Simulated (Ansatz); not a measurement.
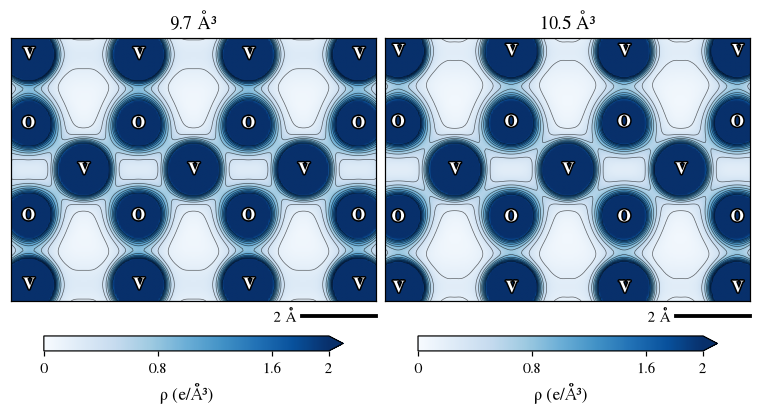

VO2. The valence charge density (pseudo) of cells scaled evenly to different volumes (given per atom above each panel), on the (11̄0) plane of each (indices in the axes of the cell below), at one length scale and on one colour scale.

A structure from a database of computed crystals, not necessarily the ambient phase; spin-polarised.

Method: Ansatz, Kohn-Sham DFT of a periodic cell, PBE, Ansatz PAW.

In a PAW calculation such maps are meaningful between the atoms, not at the nuclei.

The largest cell:

```cif
data_structure
_symmetry_space_group_name_H-M 'P 1'
_symmetry_Int_Tables_number 1
_cell_length_a 4.5371
_cell_length_b 4.5371
_cell_length_c 3.0646
_cell_angle_alpha 90.000
_cell_angle_beta 90.000
_cell_angle_gamma 90.000
_cell_volume 63.08
loop_
_atom_site_label
_atom_site_type_symbol
_atom_site_fract_x
_atom_site_fract_y
_atom_site_fract_z
_atom_site_occupancy
V1 V 0.50000 0.50000 0.50000 1
V2 V 0.00000 0.00000 0.00000 1
O1 O 0.20036 0.79964 0.50000 1
O2 O 0.79964 0.20036 0.50000 1
O3 O 0.70036 0.70036 0.00000 1
O4 O 0.29964 0.29964 0.00000 1
```

| volume (Å³/atom) | V–O contact in the plane (Å) | ρ at its midpoint (e/Å³) | pressure (GPa) | largest moment (μB) | 
| --- | --- | --- | --- | --- |
| 9.69 | 1.871 | 0.852 | 5.5 | 0.82 | 
| 10.31 | 1.910 | ? | ? | ? | 
| 10.51 | 1.923 | 0.751 | −12.7 | 0.87 | 

### What values belong in the row with question marks?

Over the known rows ln ρ falls by 2.43 per Å of V–O distance (the line through the two), which gives 0.775 e/Å³ at 1.910 Å; the calculation gives 0.775 e/Å³. For the pressure, a straight line in volume between the neighbouring rows gives −8.3 GPa; the calculation gives −8.9, lower because pressure rises ever faster on compression. For the largest moment, a straight line in volume between the neighbouring rows gives 0.86 μB; the calculation gives 0.86.
